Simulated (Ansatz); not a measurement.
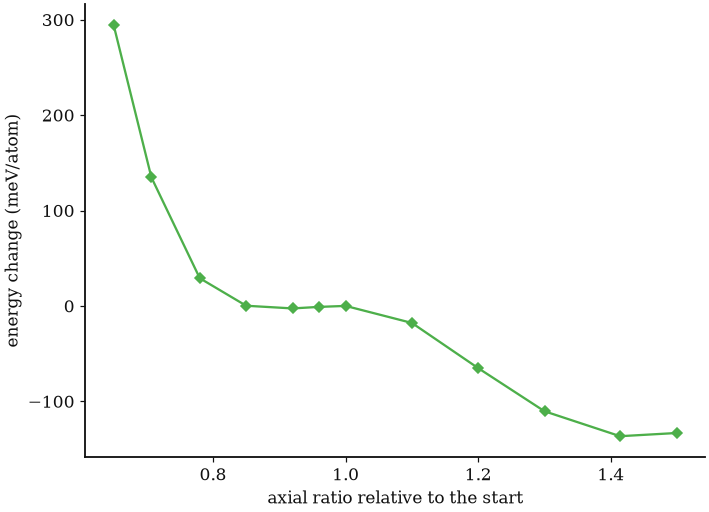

The plot gives the computed energy change against relative axial ratio for TiAl, space group Pm-3m (No. 221).

Starting cell:
```
CELL_PARAMETERS angstrom
3.17135 0.00000 0.00000
0.00000 3.17135 0.00000
0.00000 0.00000 3.17135
ATOMIC_POSITIONS crystal
Ti 0.00000 0.00000 0.00000
Al 0.50000 0.50000 0.50000
```

Method: deformation of a crystal at fixed volume, lengths along the axis scaled against those across it, fractional coordinates fixed, by plane-wave density functional theory with PAW datasets, free energies less that of the undisturbed cell; scalar-relativistic (Ansatz 0.2.0). Level: r2SCAN, no spin polarisation.

wave cutoff 500 eV; k mesh 22×22×22; occupations Gaussian; smearing width 0.15 eV; k shift (0, 0, 0) (mesh steps); start relaxed; path tetragonal; axis direction (0, 0, 1) (Cartesian unit vector).

**Where does the curve of the energy change have its lowest point?**

The lowest computed point is at relative axial ratio 1.414 (−137 meV/atom); there is a further local minimum at 0.920 (−3 meV/atom); the curve passes over a maximum at 1.000 (0 meV/atom).
